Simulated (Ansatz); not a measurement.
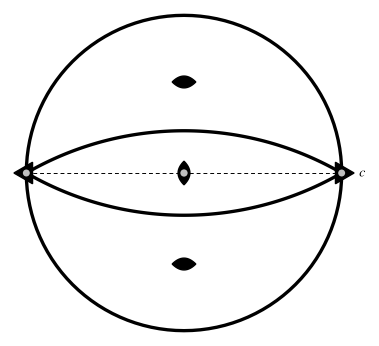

Stereographic projection: heavy lines are mirror planes (a heavy rim: a mirror in the plane of the page); lens, triangle, square and hexagon are 2-, 3-, 4- and 6-fold axes, a lens in an open square is −4, a triangle in an open hexagon −6; thin dashed diameters join the ends of axes that lie in the page; a small open circle marks inversion. The a axis points at the viewer. Computed from the symmetry operations of a computed or model structure of composition Sb2Te3.

Question: Which point group is this?

Answer: -3m (D3d), order 12, trigonal system: one threefold axis, three twofold axes, three mirror planes, an inversion centre.

Question: Can such a crystal be piezoelectric, pyroelectric or chiral?

Answer: It is centrosymmetric, so neither piezoelectric nor pyroelectric; it is not chiral.
